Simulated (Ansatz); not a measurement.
**Geometry relaxation, with input and output: Al**

The run: geometry relaxation of Al (Fm-3m, 1 atom in the cell). Method and program: DFT, PBE, PAW with Ansatz's default frozen-core files, scalar-relativistic, no spin polarisation (Ansatz 0.2.0).

The structure was built on a prototype by a generator; it need not be a known phase. It belongs to a series of runs on one base structure; here: bulk cell relaxed. Figures and captions count atoms from 1; the log counts them from 0 in places.

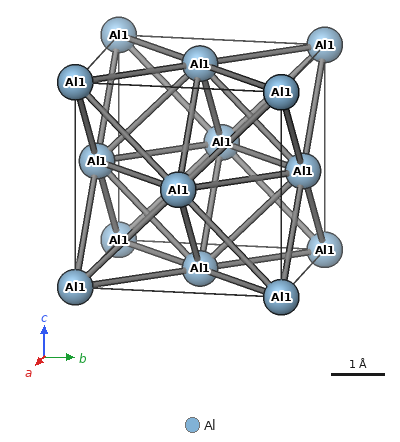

The starting structure (ball-and-stick view of the cell 4 times as large as that of the calculation, set on its symmetry axes, seen slightly off an axis; atoms are numbered from 1 in the order of the input). Near neighbours in the crystal (not all of them lie inside the picture): Al has 12 Al at 2.86 Å.

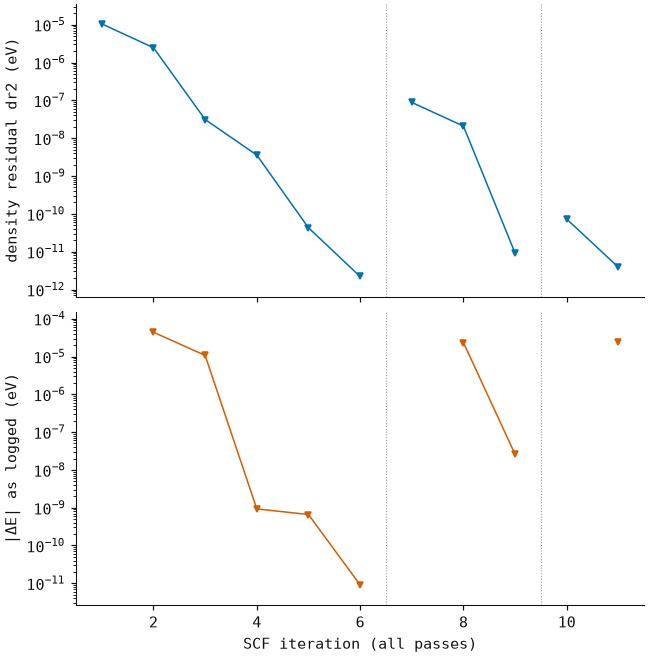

Convergence of the self-consistent field: density residual dr2 and size of the energy change against the SCF iteration. The dotted lines part the SCF passes of the relaxation: geometry steps, rejected trials and re-solves on a re-selected basis. The passes take 6, 3 and 2 iterations.

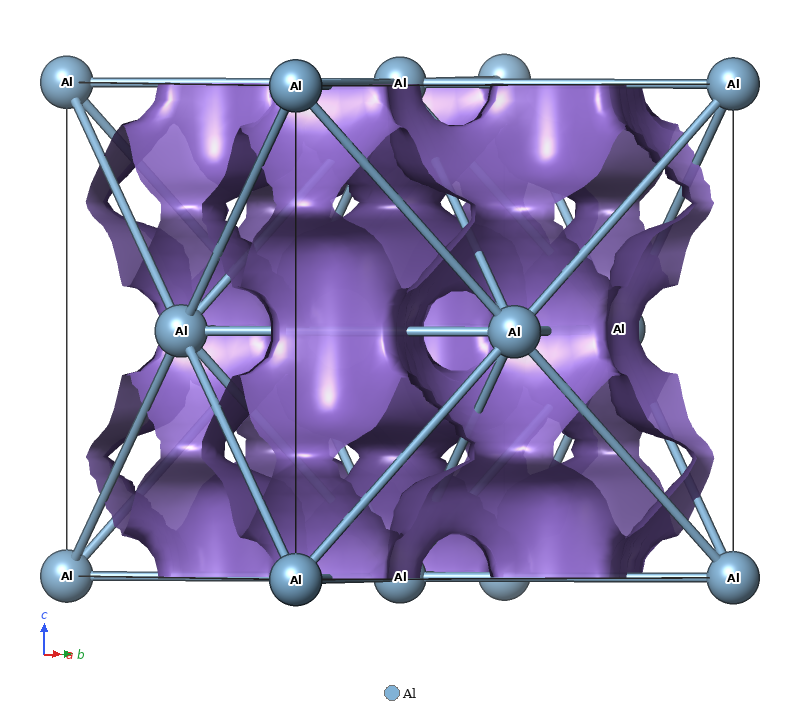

Isosurface of the electron localisation function at 0.55 (purple), seen at an oblique angle. Only the valence region is drawn (cores and ρ < 0.01 e/Å³ removed). Sticks mark near contacts. The outline is the cell set on symmetry axes. Along the contacts the grid gives the following. Al–Al (2.86 Å): the ELF is about 0.60 at the midpoint, as expected for metallic bonding. In a PAW calculation such maps are meaningful between the atoms, not at the nuclei.

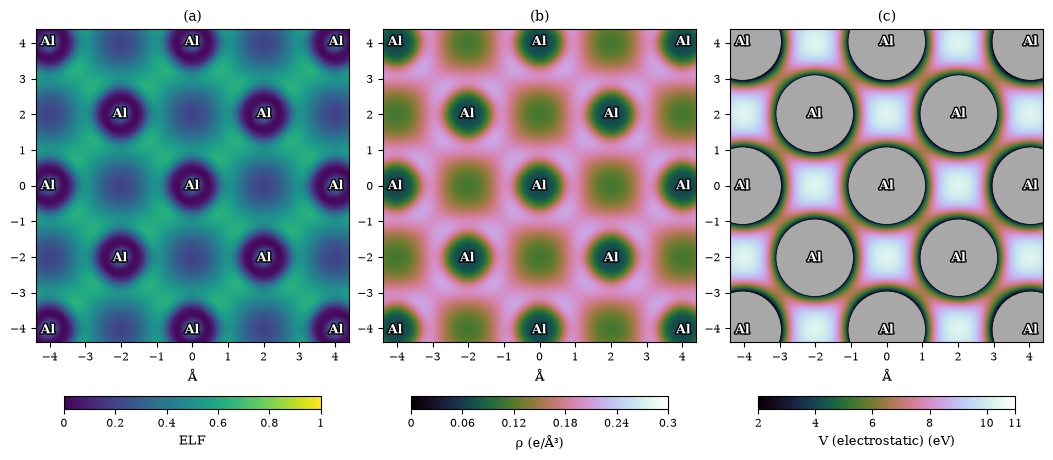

(a) electron localisation function; (b) valence pseudo-density; (c) electrostatic potential energy of an electron on the (001) plane of the conventional cell. Grey discs, where drawn, cover atomic cores. The section cuts through Al sites. Al–Al (2.86 Å): ρ at the midpoint is about 0.2 e/Å³; the ELF is about 0.60 at the midpoint, as expected for nearly free electrons, as in a simple metal. Away from the nuclei the density in this plane falls to 0.11 e/Å³ at its lowest. Outside the cores the potential energy rises away from the atoms and is highest about 2.0 Å from the nearest atoms; outside the discs it spans about 8 eV, and its zero is arbitrary.

The input that produced these results follows, with the program's output.

Input:
```yaml
crystal:
  lattice:
    - [0.0, 2.0199666694, 2.0199666694]
    - [2.0199666694, 0.0, 2.0199666694]
    - [2.0199666694, 2.0199666694, 0.0]
  atoms:
    - { symbol: Al, position: [0.0, 0.0, 0.0] }
kpoints:
  mp_grid: { grid: [18, 18, 18] }
scf:
  occupations: { method: fermi_dirac, width: 0.08 }
hamiltonian:
  xc: pbe
  pseudopotentials: { kind: paw }
output:
  forces: true
  stress: true
  write_density: true
  write_potential: true
  elf: true
  volumetric_format: npy
relax:
  f_tol: 0.005
  max_steps: 40
  cell: {}
```

Launched with:
```bash
ansatz run input.yaml --threads 1 --pin off --max-ram 3584MiB --backend cpu --events-out ev --progress --plain --runs-dir out
```

Output:
```
Engine: ansatz 0.2.0, aarch64-unknown-linux-gnu
Pseudopotentials: kind: paw
Pseudopotential: Al, paw, valence charge 3, recommended cutoff 420 eV (normal), Al.paw.azcp
Functional definition: PBE
  parameter kappa = 0.804
  parameter beta = 0.06672455060314922
  exchange = pbe_x(kappa = kappa, mu = beta*pi^2/3)
  correlation = pbe_c(beta = beta)
Crystal: 1 atoms, lattice volume = 16.484 Å³
Basis set: ecut = 420 eV, 331 PW (Γ), exchange–correlation on 40×40×40 points (8 copies of the dense FFT grid, shifted against one another)
Bands: 6, of which v1, the nominal top of the filled ones, is band 2 counted from 1 (1 counted from 0)
Symmetry: 48 space group operations
Space group: Fm-3m (ITA 225), of the structure as read, at distance tolerance 2.5e-5 Å
k-points: 195 of 5832
Non-local potential: Al, projectors of the file, l = 0: 2, l = 1: 2, l = 2: 1
PAW form: soft (Blöchl's): semilocal exchange-correlation on the pseudo side does not see the compensation charge
PAW one-centre angular grid: Al, 110 points (default); XC on 64 Gauss nodes
Initial density: superposition of atomic densities (neutral atoms: chi_scale 0, normalization atom), corrected by the library's trained network
Initial wavefunctions: pseudopotential atomic-orbital guess
Functional: x = pbe(κ = 0.804, μ = 0.2195149727645171), c = pbe(β = 0.06672455060314922)
SCF iter   1: F=—  HF=-537.504926 eV  |F-HF|=—  |Δ(HF+E_count)|=         —  Δρ=4.67e-4  dr2=1.05e-5  ethr=1.77e-3  ⟨swp⟩=4.7  Hψ=10021  notcnv=0
preconditioner: auto → none  [metal: Δε(μ)=0.004 eV  Ē_g=13.193 eV  σ=0.080 eV  W_gap=0.01  n_scr=0 (ndim 8)  ℏωp=15.8 eV  f_vac=0.000  D(μ)=0.47/eV (n_scr^D=0)]
SCF iter   2: F=—  HF=-537.504970 eV  |F-HF|=—  |Δ(HF+E_count)|=   4.39e-5  Δρ=2.36e-4  dr2=2.47e-6  ethr=3.50e-7  ⟨swp⟩=2.0  Hψ=2992  notcnv=0  defer=1
iter 3 did not close the SCF: its close was put off for the readings that it lacked (scf_convergence_deferred on its scf_iter line)
SCF iter   3: F=-537.504981 eV  HF=-537.504981 eV  |F-HF|=5.18e-10  |Δ(HF+E_count)|=   1.07e-5  Δρ=1.46e-5  dr2=3.12e-8  ethr=8.25e-8  ⟨swp⟩=2.0  Hψ=1402  notcnv=0  defer=1
iter 4 did not close the SCF: its close was put off for the readings that it lacked (scf_convergence_deferred on its scf_iter line)
SCF iter   4: F=-537.504981 eV  HF=-537.504981 eV  |F-HF|=7.38e-10  |Δ(HF+E_count)|=  9.30e-10  Δρ=4.56e-6  dr2=3.58e-9  ethr=1.04e-9  ⟨swp⟩=1.0  Hψ=1111  notcnv=0  defer=1
iter 5 did not close the SCF: its close was put off for the readings that it lacked (scf_convergence_deferred on its scf_iter line)
SCF iter   5: F=-537.504981 eV  HF=-537.504981 eV  |F-HF|=1.23e-11  |Δ(HF+E_count)|=  6.60e-10  Δρ=4.75e-7  dr2=4.30e-11  ethr=1.19e-10  ⟨swp⟩=1.0  Hψ=1111  notcnv=0  defer=1
SCF iter   6: F=-537.504981 eV  HF=-537.504981 eV  |F-HF|=6.82e-13  |Δ(HF+E_count)|=  9.09e-12  Δρ=1.07e-7  dr2=2.21e-12  ethr=1.43e-12  ⟨swp⟩=3.0  Hψ=3408  notcnv=0
SCF 1 converged in 6 iterations: F = -537.504981 eV  dr2 = 2.21e-12
  greatest PAW one-centre occupation: 0.446 electrons in one spin orbital (limit 2), on the Al atom at site 0 (counted from 0), in its partial waves of l = 0
relax step   1: F+E_penalty+E_count = -537.50498064 eV  Δ(F+E_penalty+E_count) = +0.000e0 eV  max|allowed force component| = 0.000e0 eV/Å  Δτ_max = 0.0000 Å  P = +0.060 GPa  Ω = 16.484 Å³  (6 SCF iters, accepted)
Crystal: 1 atoms, lattice volume = 16.498 Å³
Initial density: handed on by an earlier stage of this run
Initial wavefunctions: those handed on with the density
iter 1 solved again at ethr=2.68e-9 eV; its pass at ethr=3.10e-3 eV (dr2=8.05e-8 eV) is discarded
SCF iter   1: F=—  HF=-537.504953 eV  |F-HF|=—  |Δ(HF+E_count)|=         —  Δρ=2.31e-5  dr2=8.83e-8  ethr=2.68e-9  ⟨swp⟩=2.6  Hψ=11014  notcnv=0
preconditioner: auto → none  [metal: Δε(μ)=0.005 eV  Ē_g=13.186 eV  σ=0.080 eV  W_gap=0.01  n_scr=0 (ndim 8)  ℏωp=15.8 eV  f_vac=0.000  D(μ)=0.47/eV (n_scr^D=0)]
SCF iter   2: F=—  HF=-537.504977 eV  |F-HF|=—  |Δ(HF+E_count)|=   2.35e-5  Δρ=1.12e-5  dr2=2.09e-8  ethr=2.68e-9  ⟨swp⟩=1.0  Hψ=1170  notcnv=0
SCF iter   3: F=-537.504976 eV  HF=-537.504976 eV  |F-HF|=1.47e-11  |Δ(HF+E_count)|=   2.58e-8  Δρ=3.70e-7  dr2=9.17e-12  ethr=2.99e-10  ⟨swp⟩=5.1  Hψ=3001  notcnv=0
SCF 2 converged in 3 iterations: F = -537.504976 eV  dr2 = 9.17e-12
relax step   2: F+E_penalty+E_count = -537.50497650 eV  Δ(F+E_penalty+E_count) = +4.139e-6 eV  max|allowed force component| = 0.000e0 eV/Å  Δτ_max = 0.0000 Å  P = -0.007 GPa  Ω = 16.498 Å³  energy of the carried Pulay correction = -6.467e-6 eV  (3 SCF iters, accepted)
Initial wavefunctions: pseudopotential atomic-orbital guess (no wavefunctions were taken with the density)
iter 1 solved again at ethr=3.95e-9 eV; its pass at ethr=3.10e-3 eV (dr2=1.18e-7 eV) is discarded
SCF iter   1: F=—  HF=-537.504961 eV  |F-HF|=—  |Δ(HF+E_count)|=         —  Δρ=1.43e-6  dr2=7.28e-11  ethr=3.95e-9  ⟨swp⟩=3.1  Hψ=13673  notcnv=0
SCF iter   2: F=-537.504985 eV  HF=-537.504985 eV  |F-HF|=4.02e-11  |Δ(HF+E_count)|=   2.36e-5  Δρ=4.73e-7  dr2=3.88e-12  ethr=1.00e-12  ⟨swp⟩=3.9  Hψ=5483  notcnv=0
SCF 3 converged in 2 iterations: F = -537.504985 eV  dr2 = 3.88e-12
relax step   3: F+E_penalty+E_count = -537.50498501 eV  Δ(F+E_penalty+E_count) = -8.508e-6 eV  max|allowed force component| = 0.000e0 eV/Å  Δτ_max = 0.0000 Å  P = -0.007 GPa  Ω = 16.498 Å³  stress off target by 6.69e-3 GPa  SCF on the basis re-selected at this cell (its energy is not comparable with the rows above)  (2 SCF iters)
basis re-selected at this cell: Δ(F+E_penalty+E_count) = -8.508e-6 eV, ΔP = +0.001 GPa vs the last step (what re-selecting the basis moved, of the pressure what is left beyond the Pulay correction that the steps carried, after the strain that the cell walked since its last selection, with what the two solves' SCF thresholds leave and, on support functions, any second-order correction that the steps lacked; it is no measure of the basis error at this ecutwfc). This SCF's stress stands 6.69e-3 GPa from its target on what of the cell is left free (relax.cell.stress_tol is 5.00e-2 GPa) and its largest allowed force component is 0.00e0 eV/Å (relax.f_tol is 5.00e-3 eV/Å): within both
SCF converged after 2 iterations
Free energy (F): -537.504985 eV
Harris-Foulkes:  -537.504985 eV  (|F-HF|=4.02e-11)
Internal energy: -537.495391 eV  (E = F + TS)
E sigma→0 (E₀):  -537.500188 eV
Entropy (-TS):   -0.009594 eV (-9.594 meV/atom)
Fermi energy:    7.932487 eV
--- Per-component energies (eV) ---
  E_band       = 10.578049
  E_kinetic    = 22.774981
  E_local      = 9.899494  (includes V_loc(G=0)·N_el)
  E_nonlocal   = 10.310287
  E_hartree    = 0.104362
  E_xc         = -39.731134
  E_vxc        = -28.956607  (∫ρ·V_xc dr)
  E_paw        = -467.335735  (= ΣΔE_a)
  E_vpaw       = -3.658826  (= ΣTr[D̂ρ^β])
  E_aug_tail   = -0.000002  (compensation charges beyond the density's cutoff)
  E_ewald      = -73.517643
  E_smearing   = -0.009594  (= −TS)
  E_closure    = 0.000000  (closes the sum)
  Σ components = -537.504985   (vs F -537.504985, Δ=0.00e0)
--- Forces (eV/Å), atoms counted from 1 ---
  atom   1  Al     0.00000000     0.00000000    -0.00000000
  max |Σ_I F_I| component: 1.75e-32 eV/Å
--- Stress (GPa, compression-positive) ---
       -0.006689       0.000000       0.000000
        0.000000      -0.006689       0.000000
        0.000000       0.000000      -0.006689
  P = ⅓ Tr σ = -0.0067 GPa (-0.067 kbar)
--- Band table (eV; the first three rows and the last of 195) ---
  k-point 0: bands = ["-3.1824", "20.4679", "20.4679", "20.4679", "22.0626", "22.0626"]
  k-point 1: bands = ["-3.0985", "18.9961", "20.1780", "20.1780", "22.4813", "22.4813"]
  k-point 2: bands = ["-2.8472", "16.7953", "19.6866", "19.6866", "22.6821", "23.3294"]
  k-point 194: bands = ["6.6642", "7.5874", "7.9335", "9.2792", "22.3661", "23.7406"]
--- Relaxed structure (2 steps of the walk, 2 accepted, 1 SCFs on fresh bases) ---
  F+E_penalty+E_count = -537.50498501 eV   max|allowed force component| = 0.000e0 eV/Å   (the final SCF, on the basis selected at the relaxed cell)
  cell:  # Å, volume = 16.4982 Å³
    - [-1.146458707401508e-34, 2.020547280996373, 2.020547280996373]
    - [2.020547280996373, -8.466577650363132e-35, 2.020547280996373]
    - [2.020547280996373, 2.020547280996373, -4.645048625691439e-35]
  atoms:
    - { symbol: Al, position: [0.0, 0.0, 0.0] }
```

File rho_z.tsv:
```
# z_ang	rho[e/angstrom^3]
# format = ansatz-planar-average/11
# lattice	-0.000000000	2.020547281	2.020547281
# lattice	2.020547281	-0.000000000	2.020547281
# lattice	2.020547281	2.020547281	-0.000000000
# sites	1
# site	13	0.000000000	0.000000000	0.000000000
0.000000	1.807049e-1
0.142874	1.808128e-1
0.285749	1.811993e-1
0.428623	1.820305e-1
0.571497	1.832975e-1
0.714371	1.844330e-1
0.857246	1.845480e-1
1.000120	1.832117e-1
1.142994	1.808888e-1
1.285868	1.787010e-1
1.428743	1.778062e-1
1.571617	1.787010e-1
1.714491	1.808888e-1
1.857365	1.832117e-1
2.000240	1.845480e-1
2.143114	1.844330e-1
2.285988	1.832975e-1
2.428863	1.820305e-1
2.571737	1.811993e-1
2.714611	1.808128e-1
```

File v_z.tsv:
```
# z_ang	v_es[eV]	v_tot[eV]
# format = ansatz-planar-average/11
# xc	pbe
# density_cutoff_ev	1680
# datasets	Al=:simpson_from_first_knot:soft
# lattice	-0.000000000	2.020547281	2.020547281
# lattice	2.020547281	-0.000000000	2.020547281
# lattice	2.020547281	2.020547281	-0.000000000
# sites	1
# site	13	0.000000000	0.000000000	0.000000000
0.000000	5.257015e-1	-1.068043e1
0.142874	5.650741e-1	-1.057098e1
0.285749	6.966685e-1	-1.022236e1
0.428623	9.813908e-1	-9.580341e0
0.571497	1.542496e0	-8.561789e0
0.714371	2.496556e0	-7.182671e0
0.857246	3.816033e0	-5.648481e0
1.000120	5.255825e0	-4.167322e0
1.142994	6.463573e0	-2.918703e0
1.285868	7.199048e0	-2.133420e0
1.428743	7.432045e0	-1.886887e0
1.571617	7.199048e0	-2.133420e0
1.714491	6.463573e0	-2.918703e0
1.857365	5.255825e0	-4.167322e0
2.000240	3.816033e0	-5.648481e0
2.143114	2.496556e0	-7.182671e0
2.285988	1.542496e0	-8.561789e0
2.428863	9.813908e-1	-9.580341e0
2.571737	6.966685e-1	-1.022236e1
2.714611	5.650741e-1	-1.057098e1
```

Trajectory as extended XYZ (Å, eV, eV/Å), 3 frames, from step=1 to step=3:
```
1
Lattice="0.0000 2.0200 2.0200 2.0200 0.0000 2.0200 2.0200 2.0200 0.0000" Properties=species:S:1:pos:R:3:forces:R:3 step=1 energy=-537.50498 pressure_GPa=0.06
Al    0.0000    0.0000    0.0000    0.0000   0.0000   0.0000
1
Lattice="0.0000 2.0205 2.0205 2.0205 0.0000 2.0205 2.0205 2.0205 0.0000" Properties=species:S:1:pos:R:3:forces:R:3 step=2 energy=-537.50498 pressure_GPa=-0.01
Al    0.0000    0.0000    0.0000    0.0000   0.0000   0.0000
1
Lattice="0.0000 2.0205 2.0205 2.0205 0.0000 2.0205 2.0205 2.0205 0.0000" Properties=species:S:1:pos:R:3:forces:R:3 step=3 energy=-537.50499 pressure_GPa=-0.01
Al    0.0000    0.0000    0.0000    0.0000   0.0000   0.0000
```

Results in brief:

```json
{"quantity": "outcome", "value": "converged"}
{"quantity": "space group (tolerance 0.01 Å)", "value": "Fm-3m (225)"}
{"quantity": "electrons treated", "value": "3"}
{"quantity": "free energy", "value": "−537.5050 eV"}
{"quantity": "Fermi energy", "value": "7.932 eV"}
{"quantity": "pressure", "value": "−0.01 GPa"}
{"quantity": "final volume", "value": "16.50 Å³"}
{"quantity": "largest force (length of the vector) at the end", "value": "under 0.001 eV/Å"}
{"quantity": "final cell", "value": "a = 2.857 Å, b = 2.857 Å, c = 2.857 Å, α = 60.00°, β = 60.00°, γ = 60.00°"}
{"quantity": "hardware", "value": "1 thread of Arm Neoverse V1, 24 GiB of memory available, shared host"}
{"quantity": "wall time", "value": "4.9 s"}
{"quantity": "peak memory", "value": "0.28 GiB"}
```
